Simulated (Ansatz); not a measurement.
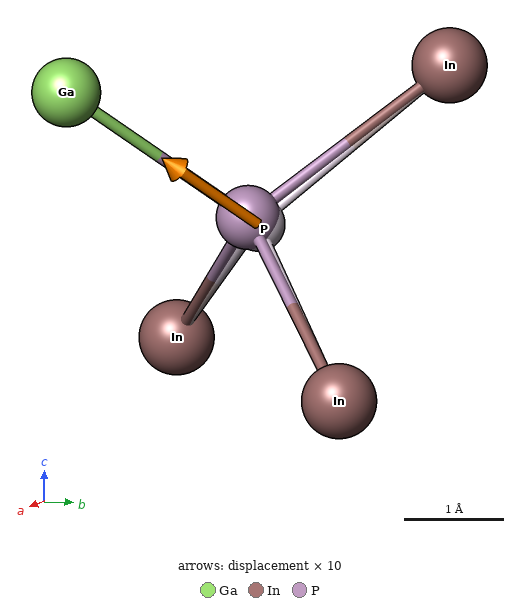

A relaxation of a defect cell of composition In7GaP8 (coarse preliminary run). The starting structure is drawn faded, the final one solid; orange arrows show the displacements, 10 times their true length.

The picture is a ball-and-stick view of the atoms within 4.2 Å of the atom that moves most (axes of the conventional cell (4 times the calculation's cell)), seen slightly off an axis. Lengths and directions refer to the drawn axes.

Case: Ga on a In site (a), charge +0, atoms relaxed at the host's cell.

The calculation used Ansatz 0.2.0, DFT PBE, scalar-relativistic, plane waves, PAW.

Input
```yaml
crystal:
  lattice:
    - [0.0, 5.9597880289, -5.9597880289]
    - [5.9597880289, 5.9597880289, 0.0]
    - [5.9597880289, 0.0, -5.9597880289]
  atoms:
    - { symbol: Ga, position: [0.5, 0.5, 0.0] }
    - { symbol: In, position: [0.5, 0.0, 0.0] }
    - { symbol: In, position: [1.0, 0.5, 0.0] }
    - { symbol: In, position: [1.0, 0.0, 0.0] }
    - { symbol: In, position: [0.5, 0.5, 0.5] }
    - { symbol: In, position: [0.5, 0.0, 0.5] }
    - { symbol: In, position: [1.0, 0.5, 0.5] }
    - { symbol: In, position: [1.0, 0.0, 0.5] }
    - { symbol: P, position: [0.375, 0.375, 0.375] }
    - { symbol: P, position: [0.375, 0.875, 0.375] }
    - { symbol: P, position: [0.875, 0.375, 0.375] }
    - { symbol: P, position: [0.875, 0.875, 0.375] }
    - { symbol: P, position: [0.375, 0.375, 0.875] }
    - { symbol: P, position: [0.375, 0.875, 0.875] }
    - { symbol: P, position: [0.875, 0.375, 0.875] }
    - { symbol: P, position: [0.875, 0.875, 0.875] }
  host:
    lattice:
      - [0.0, 2.9798940145, 2.9798940145]
      - [2.9798940145, 0.0, 2.9798940145]
      - [2.9798940145, 2.9798940145, 0.0]
    atoms:
      - { symbol: In, position: [0.0, 0.0, 0.0] }
      - { symbol: P, position: [0.25, 0.25, 0.25] }
basis:
  ecutwfc: 420
  xc_grid: 2
kpoints:
  mp_grid: { grid: [1, 1, 1], shift: [0.0, 0.0, 0.0] }
hamiltonian:
  xc: pbe
scf:
  occupations: { method: gaussian, width: 0.02 }
output:
  forces: true
  stress: false
  eigenvalues: true
  charged_corrections:
    defect_position: [0.5, 0.5, 0.0]
    epsilon: [[15.0794, 0.0, 0.0], [0.0, 15.0794, 0.0], [0.0, 0.0, 15.0794]]
relax:
  adjacent_minimum: "off"
  f_tol: 0.025
  max_steps: 45
```

Command:
```bash
ansatz run input.yaml --threads 4 --pin off --max-ram 8192MiB --backend cpu --events-out ev --progress --plain --runs-dir out
```

Atoms of which element are displaced furthest, and by how much?

Answer. Phosphorus: up to 0.13 Å, against 0.00 Å for indium.

What did the optimiser do to the structure, and how much energy did it gain?

Answer. The energy falls by 0.262 eV per cell of the calculation in 3 accepted moves (4 points after the start). The largest force component goes from 0.54 to 0.0031 eV/Å. 1 step only repeated the SCF at the same geometry. The largest moves, 0.13 Å, are those of P9, P13, P14 and P15. P15 goes along [1 −1 1]. In and Ga stay in place. The lattice vectors keep their values. Near-neighbour distances that change, for instance: Ga1–P15 2.581 → 2.450 Å, In3–P15 2.581 → 2.628 Å. Among the angles between lasting bonds that change: In3–P15–In4 109.5° → 106.7°, Ga1–P15–In3 109.5° → 112.1°. Cost: 5.2 s on 4 threads of Arm Neoverse V1 (shared host), peak memory 0.55 GiB.

Limits of the set-up: the periodic images lie only 8.4 Å apart, so the values are limited by the cell's size.
